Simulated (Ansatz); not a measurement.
# Geometry relaxation, with input and output: InSe

- system: InSe (8 atoms in the cell)
- method: DFT PBE, scalar-relativistic, plane waves, PAW, no spin polarisation (Ansatz 0.2.0)

The structure was made by a generator, so it may or may not be a known phase.

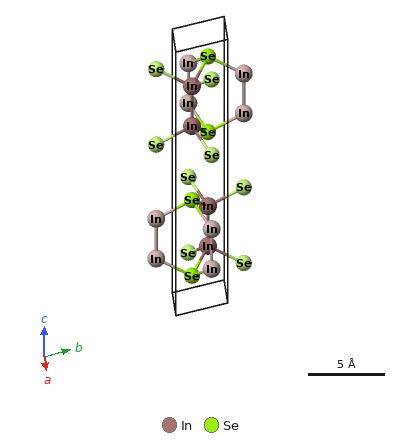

Fig. 1: The input geometry (ball-and-stick view of the cell of the calculation, seen at an oblique angle; neighbours outside the cell are drawn fainter). An atom can appear more than once, as a periodic image. Near neighbours in the periodic cell (some may lie outside the picture): In has 1 In at 2.82 Å and 3 Se at 2.68 Å; Se has 3 In at 2.68 Å.

The input:
```yaml
crystal:
  lattice:
    - [4.086276634, 0.0, 0.0]
    - [-2.043138317, 3.538819372, 0.0]
    - [0.0, 0.0, 18.7098134137]
  atoms:
    - { symbol: In, position: [0.3333333333, 0.6666666667, 0.174545433] }
    - { symbol: In, position: [0.6666666667, 0.3333333333, 0.674545433] }
    - { symbol: In, position: [0.3333333333, 0.6666666667, 0.325454567] }
    - { symbol: In, position: [0.6666666667, 0.3333333333, 0.825454567] }
    - { symbol: Se, position: [0.3333333333, 0.6666666667, 0.6065304898] }
    - { symbol: Se, position: [0.6666666667, 0.3333333333, 0.1065304898] }
    - { symbol: Se, position: [0.3333333333, 0.6666666667, 0.8934695102] }
    - { symbol: Se, position: [0.6666666667, 0.3333333333, 0.3934695102] }
basis:
  ecutwfc: 420
kpoints:
  mp_grid: { grid: [12, 12, 2] }
hamiltonian:
  xc: pbe
scf:
  occupations: { method: gaussian, width: 0.02 }
output:
  forces: true
  stress: true
  eigenvalues: true
  write_density: true
  write_potential: true
  elf: true
  volumetric_format: npy
relax:
  adjacent_minimum: "off"
  f_tol: 0.01
  max_steps: 80
  cell: { stress_tol: 0.05 }
```

Command:
```bash
ansatz run input.yaml --threads 1 --pin off --max-ram 2560MiB --backend cpu --events-out ev --progress --plain --runs-dir out
```

The program's output:
```
Engine: ansatz 0.2.0, x86_64-unknown-linux-gnu
Pseudopotentials: kind: paw
Pseudopotential: In, paw, valence charge 13, recommended cutoff 420 eV (normal), In.paw.azcp
Pseudopotential: Se, paw, valence charge 16, recommended cutoff 420 eV (normal), Se.paw.azcp
Functional definition: PBE
  parameter kappa = 0.804
  parameter beta = 0.06672455060314922
  exchange = pbe_x(kappa = kappa, mu = beta*pi^2/3)
  correlation = pbe_c(beta = beta)
Crystal: 8 atoms, lattice volume = 270.555 Å³
Basis set: ecut = 420 eV, 5223 PW (Γ), exchange–correlation on 60×60×256 points (8 copies of the dense FFT grid, shifted against one another)
Bands: 70, of which v1, the nominal top of the filled ones, is band 58 counted from 1 (57 counted from 0)
Symmetry: 24 space group operations
Space group: P63/mmc (ITA 194), of the structure as read, at distance tolerance 6.5e-5 Å
k-points: 38 of 288
Non-local potential: In, projectors of the file, l = 0: 2, l = 1: 2, l = 2: 2, l = 3: 2
Non-local potential: Se, projectors of the file, l = 0: 2, l = 1: 2, l = 2: 3, l = 3: 1
PAW form: soft (Blöchl's): semilocal exchange-correlation on the pseudo side does not see the compensation charge
PAW one-centre angular grid: In, 590 points (default); XC on 64 Gauss nodes
PAW one-centre angular grid: Se, 590 points (default); XC on 64 Gauss nodes
Initial density: superposition of atomic densities (neutral atoms: chi_scale 0, normalization atom), corrected by the library's trained network
Initial wavefunctions: pseudopotential atomic-orbital guess
Functional: x = pbe(κ = 0.804, μ = 0.2195149727645171), c = pbe(β = 0.06672455060314922)
SCF iter   1: F=—  HF=-44271.906957 eV  |F-HF|=—  |Δ(HF+E_count)|=         —  Δρ=1.74e-3  dr2=1.10e-2  ethr=1.77e-3  ⟨swp⟩=6.1  Hψ=10178  notcnv=0
preconditioner: auto → Resta (q_TF=auto, 2.369 Å⁻¹)  ε∞=3.0  [insulator: Δε(μ)=0.793 eV  Ē_g=13.771 eV  σ=0.020 eV  W_gap=1.00  n_scr=68 (ndim 8)  ℏωp=19.7 eV  f_vac=0.192  D(μ)=0.00/eV (n_scr^D=0)  ε∞_Penn≈3.0]
SCF iter   2: F=—  HF=-44271.902671 eV  |F-HF|=—  |Δ(HF+E_count)|=   4.29e-3  Δρ=8.29e-4  dr2=2.37e-3  ethr=9.47e-6  ⟨swp⟩=2.0  Hψ=4683  notcnv=0  defer=290
SCF iter   3: F=—  HF=-44271.902781 eV  |F-HF|=—  |Δ(HF+E_count)|=   1.10e-4  Δρ=3.44e-4  dr2=4.79e-4  ethr=2.04e-6  ⟨swp⟩=3.0  Hψ=3854  notcnv=0  defer=290
SCF iter   4: F=—  HF=-44271.902925 eV  |F-HF|=—  |Δ(HF+E_count)|=   1.45e-4  Δρ=9.44e-5  dr2=2.64e-5  ethr=4.13e-7  ⟨swp⟩=2.0  Hψ=3054  notcnv=0  defer=290
SCF iter   5: F=—  HF=-44271.903078 eV  |F-HF|=—  |Δ(HF+E_count)|=   1.52e-4  Δρ=3.60e-5  dr2=5.13e-6  ethr=2.27e-8  ⟨swp⟩=2.0  Hψ=3814  notcnv=0  defer=290
SCF iter   6: F=—  HF=-44271.903079 eV  |F-HF|=—  |Δ(HF+E_count)|=   1.28e-6  Δρ=9.76e-6  dr2=3.39e-7  ethr=4.42e-9  ⟨swp⟩=2.0  Hψ=3814  notcnv=0  defer=290
SCF iter   7: F=-44271.903080 eV  HF=-44271.903080 eV  |F-HF|=3.95e-8  |Δ(HF+E_count)|=   6.55e-7  Δρ=1.94e-6  dr2=1.15e-8  ethr=8.62e-11  ⟨swp⟩=13.8  Hψ=19303  notcnv=0
SCF 1 converged in 7 iterations: F = -44271.903080 eV  dr2 = 1.15e-8
  greatest PAW one-centre occupation: 1.000 electrons in one spin orbital (limit 2), on the Se atom at site 6 (counted from 0), in its partial waves of l = 2
relax step   1: F+E_penalty+E_count = -44271.90307965 eV  Δ(F+E_penalty+E_count) = +0.000e0 eV  max|allowed force component| = 7.120e-3 eV/Å  Δτ_max = 0.0000 Å  P = +0.033 GPa  Ω = 270.555 Å³  (7 SCF iters, dr2 threshold 1.00e-7 eV, accepted)
Initial density: handed on by an earlier stage of this run
Initial wavefunctions: pseudopotential atomic-orbital guess (no wavefunctions were taken with the density)
iter 1 solved again at ethr=9.44e-8 eV; its pass at ethr=3.10e-3 eV (dr2=1.10e-4 eV) is discarded
SCF iter   1: F=—  HF=-44271.902956 eV  |F-HF|=—  |Δ(HF+E_count)|=         —  Δρ=2.07e-6  dr2=1.23e-8  ethr=9.44e-8  ⟨swp⟩=3.1  Hψ=17453  notcnv=0
eigensolver tolerance schedule: the retry pair's looser diagonalisation over-reported the residual by 8924.16 of it (diagonalisation noise at 0.37 of the residual, at the tolerance the schedule requests for it); recorded, not acted on — ethr = c·dr2/N_el stays at c = 1.0e-1
preconditioner: auto → Resta (q_TF=auto, 2.369 Å⁻¹)  ε∞=3.0  [insulator: Δε(μ)=0.796 eV  Ē_g=13.778 eV  σ=0.020 eV  W_gap=1.00  n_scr=68 (ndim 8)  ℏωp=19.7 eV  f_vac=0.188  D(μ)=0.00/eV (n_scr^D=0)  ε∞_Penn≈3.0]
SCF iter   2: F=—  HF=-44271.903080 eV  |F-HF|=—  |Δ(HF+E_count)|=   1.24e-4  Δρ=1.22e-6  dr2=5.33e-9  ethr=1.06e-11  ⟨swp⟩=3.2  Hψ=6199  notcnv=0
SCF iter   3: F=—  HF=-44271.903080 eV  |F-HF|=—  |Δ(HF+E_count)|=   1.99e-8  Δρ=5.61e-7  dr2=1.11e-9  ethr=4.60e-12  ⟨swp⟩=2.4  Hψ=3950  notcnv=0
SCF iter   4: F=—  HF=-44271.903080 eV  |F-HF|=—  |Δ(HF+E_count)|=   3.38e-9  Δρ=1.87e-7  dr2=1.01e-10  ethr=1.00e-12  ⟨swp⟩=2.6  Hψ=4171  notcnv=0
SCF iter   5: F=-44271.903080 eV  HF=-44271.903080 eV  |F-HF|=0.00e0  |Δ(HF+E_count)|=  1.09e-10  Δρ=8.19e-8  dr2=2.68e-11  ethr=1.00e-12  ⟨swp⟩=6.2  Hψ=12165  notcnv=0
SCF 2 converged in 5 iterations: F = -44271.903080 eV  dr2 = 2.68e-11
  greatest PAW one-centre occupation: 1.000 electrons in one spin orbital (limit 2), on the Se atom at site 7 (counted from 0), in its partial waves of l = 2
relax step   2: F+E_penalty+E_count = -44271.90307966 eV  Δ(F+E_penalty+E_count) = -7.152e-9 eV  max|allowed force component| = 7.133e-3 eV/Å  Δτ_max = 0.0000 Å  P = +0.033 GPa  Ω = 270.555 Å³  stress off target by 4.66e-2 GPa  SCF on the basis re-selected at this cell (its energy is not comparable with the rows above)  (5 SCF iters)
```

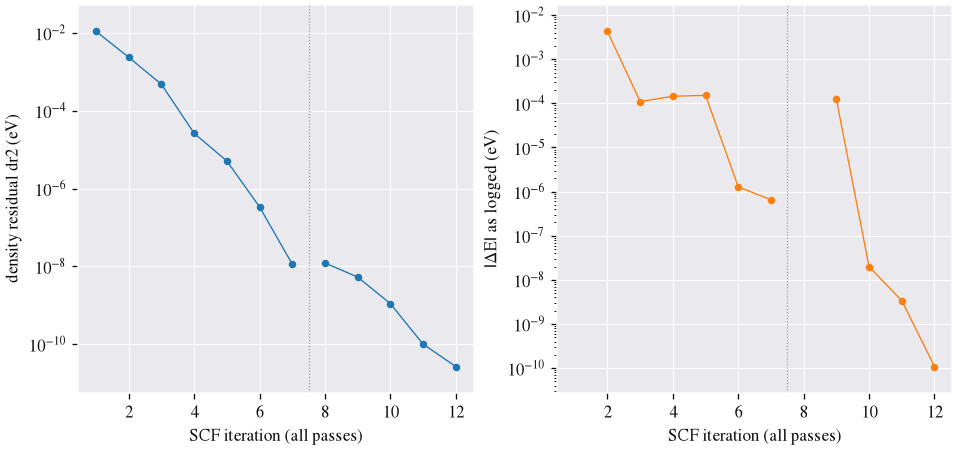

Fig. 2: Convergence of the self-consistent field: density residual dr2 and size of the energy change against the SCF iteration. The dotted lines part the SCF passes of the relaxation: geometry steps, rejected trials and re-solves on a re-selected basis. The passes take 7 and 5 iterations.

```
basis re-selected at this cell: Δ(F+E_penalty+E_count) = -7.152e-9 eV, ΔP = +0.000 GPa vs the last step (what re-selecting the basis moved, of the pressure what is left beyond the Pulay correction that the steps carried, after the strain that the cell walked since its last selection, with what the two solves' SCF thresholds leave and, on support functions, any second-order correction that the steps lacked; it is no measure of the basis error at this ecutwfc). This SCF's stress stands 4.66e-2 GPa from its target on what of the cell is left free (relax.cell.stress_tol is 5.00e-2 GPa) and its largest allowed force component is 7.13e-3 eV/Å (relax.f_tol is 1.00e-2 eV/Å): within both
SCF converged after 5 iterations
Free energy (F): -44271.903080 eV
Harris-Foulkes:  -44271.903080 eV  (|F-HF|=0.00e0)
Internal energy: -44271.903080 eV  (E = F + TS)
E sigma→0 (E₀):  -44271.903080 eV
Fermi energy:    5.605698 eV
--- Per-component energies (eV) ---
  E_band       = -2013.177826
  E_kinetic    = 1441.191747
  E_local      = -17612.400813  (includes V_loc(G=0)·N_el)
  E_nonlocal   = -914.021732
  E_hartree    = 8098.518591
  E_xc         = -1275.342705
  E_vxc        = -786.069503  (∫ρ·V_xc dr)
  E_paw        = -24265.640804  (= ΣΔE_a)
  E_vpaw       = -338.912583  (= ΣTr[D̂ρ^β])
  E_aug_tail   = -0.002320  (compensation charges beyond the density's cutoff)
  E_ewald      = -9744.205043
  E_smearing   = -0.000000  (= −TS)
  E_closure    = 0.000000  (closes the sum)
  Σ components = -44271.903080   (vs F -44271.903080, Δ=0.00e0)
--- Forces (eV/Å), atoms counted from 1 ---
  atom   1  In     0.00000000     0.00000000    -0.00449326
  atom   2  In     0.00000000    -0.00000000    -0.00449326
  atom   3  In     0.00000000     0.00000000     0.00449326
  atom   4  In     0.00000000    -0.00000000     0.00449326
  atom   5  Se    -0.00000000    -0.00000000    -0.00713266
  atom   6  Se    -0.00000000    -0.00000000    -0.00713266
  atom   7  Se     0.00000000    -0.00000000     0.00713266
  atom   8  Se     0.00000000    -0.00000000     0.00713266
  max |Σ_I F_I| component: 2.08e-17 eV/Å
--- Stress (GPa, compression-positive) ---
        0.026357       0.000000      -0.000000
        0.000000       0.026357      -0.000000
       -0.000000      -0.000000       0.046626
  P = ⅓ Tr σ = 0.0331 GPa (0.331 kbar)
--- Band table (eV; the first three rows and the last of 38) ---
  k-point 0: bands = ["-41.8164", "-41.8164", "-41.8164", "-41.8164", "-41.8164", "-41.8164", "-41.8164", "-41.8164", "-41.7822", "-41.7822", "-41.7822", "-41.7822", "-41.7822", "-41.7822", "-41.7822", "-41.7822", "-41.7699", "-41.7699", "-41.7699", "-41.7699", "-9.1575", "-9.1574", "-8.9850", "-8.9850", "-8.9850", "-8.9850", "-8.9092", "-8.9092", "-8.9092", "-8.9092", "-8.9014", "-8.9014", "-8.9014", "-8.9014", "-8.7380", "-8.7380", "-8.7379", "-8.7379", "-8.7050", "-8.7044", "-7.6048", "-7.5601", "-7.4854", "-7.4384", "-0.4182", "-0.3251", "1.7266", "2.0288", "4.2767", "4.2767", "4.3085", "4.3085", "4.3489", "4.3489", "4.3816", "4.3816", "4.4781", "5.2077", "6.0037", "6.6586", "7.5011", "7.5388", "9.7467", "9.7467", "9.7763", "9.7763", "10.9804", "10.9804", "11.0423", "11.0423"]
  k-point 1: bands = ["-41.8164", "-41.8164", "-41.8164", "-41.8164", "-41.8164", "-41.8164", "-41.8164", "-41.8164", "-41.7822", "-41.7822", "-41.7822", "-41.7822", "-41.7822", "-41.7822", "-41.7822", "-41.7822", "-41.7699", "-41.7699", "-41.7699", "-41.7699", "-9.1575", "-9.1575", "-8.9850", "-8.9850", "-8.9850", "-8.9850", "-8.9092", "-8.9092", "-8.9092", "-8.9092", "-8.9014", "-8.9014", "-8.9014", "-8.9014", "-8.7380", "-8.7380", "-8.7380", "-8.7380", "-8.7047", "-8.7047", "-7.5866", "-7.5866", "-7.4577", "-7.4577", "-0.3734", "-0.3734", "1.8718", "1.8718", "4.2891", "4.2891", "4.2891", "4.2891", "4.3687", "4.3687", "4.3687", "4.3687", "4.7869", "4.7869", "6.3896", "6.3896", "7.5243", "7.5243", "9.7612", "9.7612", "9.7612", "9.7612", "11.0116", "11.0116", "11.0116", "11.0116"]
  k-point 2: bands = ["-41.8164", "-41.8164", "-41.8164", "-41.8164", "-41.8164", "-41.8164", "-41.8164", "-41.8164", "-41.7822", "-41.7822", "-41.7822", "-41.7822", "-41.7822", "-41.7822", "-41.7822", "-41.7822", "-41.7699", "-41.7699", "-41.7699", "-41.7699", "-9.1570", "-9.1570", "-9.0053", "-9.0049", "-8.9841", "-8.9840", "-8.9325", "-8.9320", "-8.9049", "-8.9049", "-8.9030", "-8.9030", "-8.8984", "-8.8984", "-8.7549", "-8.7545", "-8.7385", "-8.7385", "-8.6819", "-8.6817", "-7.5407", "-7.4970", "-7.4247", "-7.3788", "-0.3842", "-0.2989", "1.7214", "1.9715", "3.8434", "3.9247", "3.9337", "4.0568", "4.1932", "4.2285", "4.2747", "4.3114", "4.6169", "5.1971", "6.4342", "6.9493", "7.8612", "7.8992", "9.3507", "9.4402", "9.8211", "9.8449", "10.6186", "10.7685", "11.1169", "11.1267"]
  k-point 37: bands = ["-41.8163", "-41.8163", "-41.8163", "-41.8163", "-41.8163", "-41.8163", "-41.8163", "-41.8163", "-41.7823", "-41.7823", "-41.7823", "-41.7823", "-41.7823", "-41.7823", "-41.7822", "-41.7822", "-41.7698", "-41.7698", "-41.7698", "-41.7698", "-9.2517", "-9.2517", "-9.1643", "-9.1643", "-9.1022", "-9.1022", "-9.0010", "-9.0010", "-8.9010", "-8.9010", "-8.8676", "-8.8676", "-8.8573", "-8.8573", "-8.7679", "-8.7679", "-8.7679", "-8.7679", "-8.5823", "-8.5823", "-6.4250", "-6.4250", "-6.3695", "-6.3695", "-0.4942", "-0.4942", "0.2993", "0.2993", "1.8448", "1.8448", "2.1518", "2.1518", "3.1607", "3.1607", "3.5585", "3.5585", "3.8644", "3.8644", "7.4810", "7.4810", "7.8276", "7.8276", "8.9187", "8.9187", "9.9393", "9.9393", "11.0347", "11.0347", "11.9847", "11.9847"]
--- Relaxed structure (1 steps of the walk, 1 accepted, 1 SCFs on fresh bases) ---
  F+E_penalty+E_count = -44271.90307966 eV   max|allowed force component| = 7.133e-3 eV/Å   (the final SCF, on the basis selected at the relaxed cell)
  cell:  # Å, volume = 270.5550 Å³
    - [4.086276634037662, 0.0, 0.0]
    - [-2.043138317018831, 3.5388193719673833, 0.0]
    - [0.0, 0.0, 18.7098134137]
  atoms:
    - { symbol: In, position: [0.3333333333333333, 0.6666666666666666, 0.17454543300000003] }
    - { symbol: In, position: [0.6666666666666666, 0.3333333333333333, 0.6745454330000001] }
    - { symbol: In, position: [0.3333333333333333, 0.6666666666666666, 0.32545456700000003] }
    - { symbol: In, position: [0.6666666666666666, 0.3333333333333333, 0.825454567] }
    - { symbol: Se, position: [0.3333333333333333, 0.6666666666666666, 0.6065304898000001] }
    - { symbol: Se, position: [0.6666666666666666, 0.3333333333333333, 0.10653048980000002] }
    - { symbol: Se, position: [0.3333333333333333, 0.6666666666666666, 0.8934695102000001] }
    - { symbol: Se, position: [0.6666666666666666, 0.3333333333333333, 0.3934695102] }
```

Trajectory as extended XYZ (Å, eV, eV/Å), 2 frames, from step=1 to step=2:
```
8
Lattice="4.0863 0.0000 0.0000 -2.0431 3.5388 0.0000 0.0000 0.0000 18.7098" Properties=species:S:1:pos:R:3:forces:R:3 step=1 energy=-44271.90308 pressure_GPa=0.03
In    0.0000    2.3592    3.2657    0.0000   0.0000  -0.0045
In    2.0431    1.1796   12.6206    0.0000   0.0000  -0.0045
In    0.0000    2.3592    6.0892    0.0000   0.0000   0.0045
In    2.0431    1.1796   15.4441    0.0000   0.0000   0.0045
Se    0.0000    2.3592   11.3481    0.0000   0.0000  -0.0071
Se    2.0431    1.1796    1.9932    0.0000   0.0000  -0.0071
Se    0.0000    2.3592   16.7166    0.0000   0.0000   0.0071
Se    2.0431    1.1796    7.3617    0.0000   0.0000   0.0071
8
Lattice="4.0863 0.0000 0.0000 -2.0431 3.5388 0.0000 0.0000 0.0000 18.7098" Properties=species:S:1:pos:R:3:forces:R:3 step=2 energy=-44271.90308 pressure_GPa=0.03
In    0.0000    2.3592    3.2657    0.0000   0.0000  -0.0045
In    2.0431    1.1796   12.6206    0.0000   0.0000  -0.0045
In    0.0000    2.3592    6.0892    0.0000   0.0000   0.0045
In    2.0431    1.1796   15.4441    0.0000   0.0000   0.0045
Se    0.0000    2.3592   11.3481    0.0000   0.0000  -0.0071
Se    2.0431    1.1796    1.9932    0.0000   0.0000  -0.0071
Se    0.0000    2.3592   16.7166    0.0000   0.0000   0.0071
Se    2.0431    1.1796    7.3617    0.0000   0.0000   0.0071
```

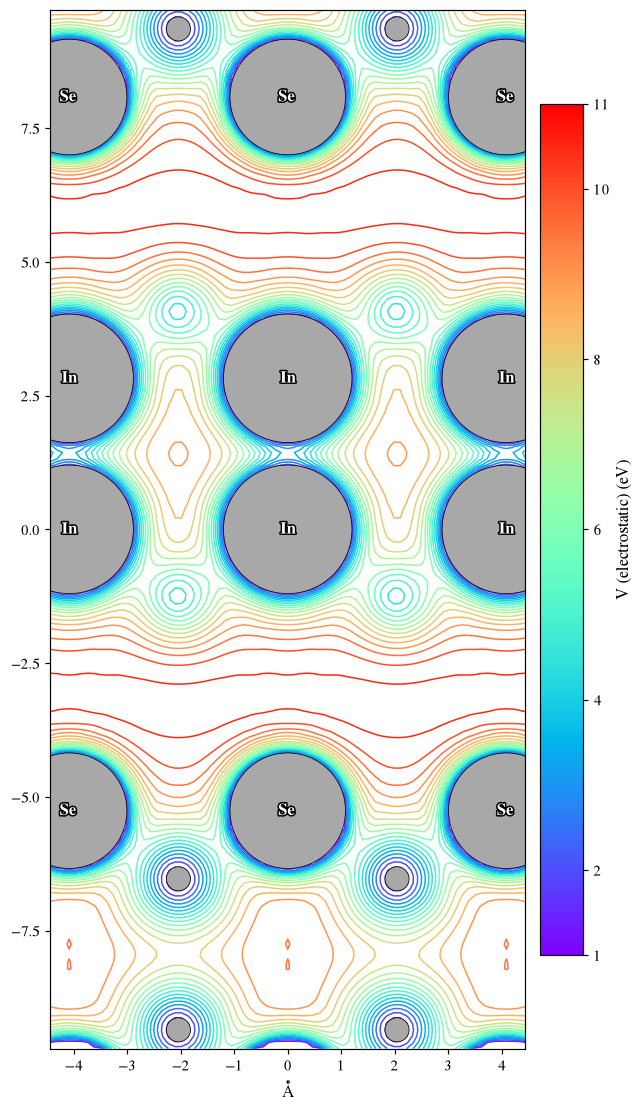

Fig. 3: Electrostatic potential energy of an electron on the (010) plane of the conventional cell. Grey discs, where drawn, cover atomic cores. Atoms in the plane: In and Se. Outside the cores the potential energy rises away from the atoms and is highest about 2.4 Å from the nearest atoms; outside the discs it spans about 10 eV, and its zero is arbitrary. Core electrons are frozen (PAW), so the fields are smoothed inside the atomic spheres.

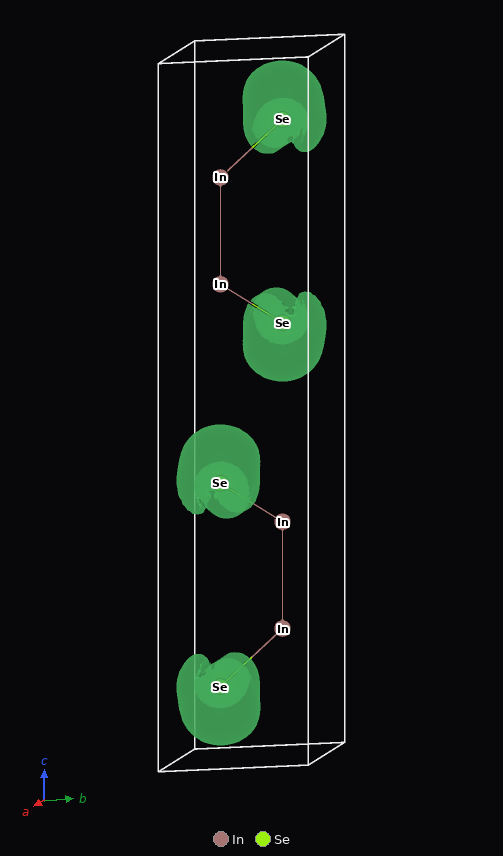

Fig. 4: Isosurface of the electron localisation function at 0.75 (green), seen slightly off an axis. Core shells and regions of very low density are left out. Sticks mark near contacts. The outline is the cell set on symmetry axes. Profiles from the grid: In–Se (2.68 Å): the ELF is about 0.50 at the midpoint. In–In (2.82 Å): the ELF is about 0.55 at the midpoint.

Summary:

- outcome: converged
- space group (tolerance 0.01 Å): P6₃/mmc (194)
- electrons treated: 116
- free energy: −44271.9031 eV
- Fermi energy: 5.606 eV
- gap on the k-point mesh: 0.80 eV
- pressure: 0.03 GPa
- final volume: 270.56 Å³
- largest force (length of the vector) at the end: 0.007 eV/Å
- final cell: a = 4.086 Å, b = 4.086 Å, c = 18.710 Å, α = 90.00°, β = 90.00°, γ = 120.00°
- hardware: 1 thread of Intel Xeon @ 2.90GHz (Ice Lake), 16 GiB of memory available, shared host
- wall time: 69 s
- peak memory: 0.89 GiB
